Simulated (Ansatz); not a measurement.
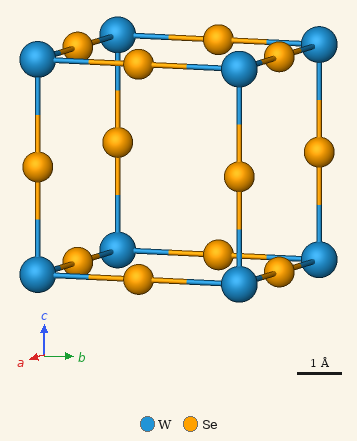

Normal modes of a crystal of WSe$_{3}$ (a generated structure), space group Pm-3m (No. 221), at the zone centre. A ball-and-stick model of the cell of the calculation, seen slightly off an axis.

Theory: DFT PBE, scalar-relativistic, plane waves, PAW (Ansatz). (plane-wave cutoff 420 eV; k-point mesh 8 × 8 × 8; occupations fermi dirac; smearing width 0.15 eV; no spin polarisation)

The frequencies depend somewhat on the k-mesh and the smearing.

**Give the spectrum at this point.**

The calculation's cell holds 4 atoms, so there are 9 optical modes, in 3 levels. The optical modes span 2T₁u + T₂u. One level is unstable (imaginary frequency).

| level | symmetry | frequency (cm⁻¹) | activity |
| --- | --- | --- | --- |
| 1 | T₁u | 58i | infrared-active |
| 2 | T₂u | 39 | silent |
| 3 | T₁u | 223 | infrared-active |

The crystal is a metal, so free carriers screen the infrared response.

The modes drawn as arrows (one member of each degenerate set):

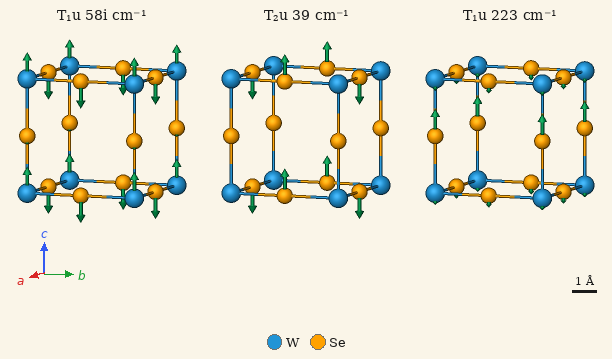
